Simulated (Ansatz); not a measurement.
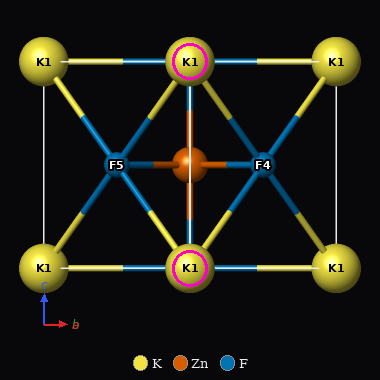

The system is KZnF3 (Pm-3m, No. 221; 5 atoms in the cell); the picture shows the reference structure. 
- Atom F3 is moved over a plane while all other atoms and the cell stay fixed (its periodic images move with it) (x, y and z along the cube axes).
- The first coordinate is: shift of F3 along the Cartesian direction [1 1 0]; the second: shift of F3 along z.
- Grid: 5 × 5 points; 9 points were computed and 16 follow by symmetry.
- Points are written as (first, second).
- Energies: eV per cell, counted from the lowest grid point.
- The reference cell is the one listed in the database, not relaxed at this level.
- These are results of Ansatz, DFT LDA, scalar-relativistic, plane waves, PAW, not measurements. Settings: cutoff 420 eV, k-mesh 6×6×6, gaussian smearing 0.05 eV, no spin polarisation.

Its coordinates:

```yaml
crystal:
  lattice:
    - [4.05000, 0.00000, 0.00000]
    - [0.00000, 4.05000, 0.00000]
    - [0.00000, 0.00000, 4.05000]
  atoms:
    - { symbol: K, position: [0.00000, 0.00000, 0.00000] }
    - { symbol: Zn, position: [0.50000, 0.50000, 0.50000] }
    - { symbol: F, position: [0.50000, 0.50000, 0.00000] }
    - { symbol: F, position: [0.00000, 0.50000, 0.50000] }
    - { symbol: F, position: [0.50000, 0.00000, 0.50000] }
```

Range: shift of F3 along the Cartesian direction [1 1 0] from −0.30 to 0.30 Å; shift of F3 along z from −0.30 to 0.30 Å.

Question: What landscape does the calculation give?

Answer: The lowest grid point is at (0.00 Å, 0.00 Å). It is the only kind of minimum in the scanned range. The highest grid point, (−0.30 Å, −0.30 Å), lies 0.554 eV above the lowest. Near the minimum the curvatures are about 1.7 and 8.3 eV/Å² along the soft and the stiff direction.

```tsv
second ↓, first →	−0.30	−0.15	0.00	0.15	0.30
0.30	0.554	0.538	0.536	0.538	0.554
0.15	0.184	0.127	0.110	0.127	0.184
0.00	0.087	0.020	0.000	0.020	0.087
−0.15	0.184	0.127	0.110	0.127	0.184
−0.30	0.554	0.538	0.536	0.538	0.554
```

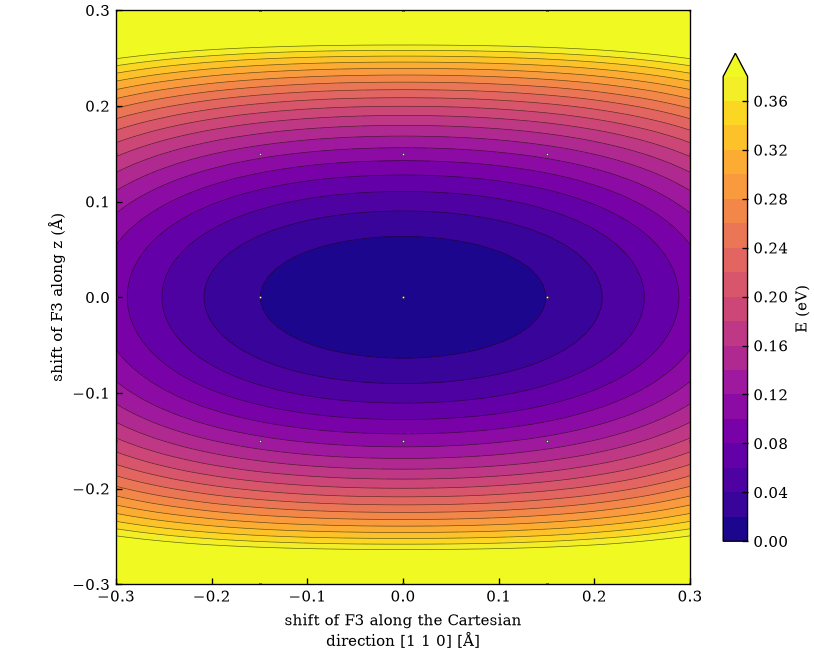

In the figure: filled contours, dots at the grid points, one colour for all values above the top of the scale. Between grid points the surface is interpolated.
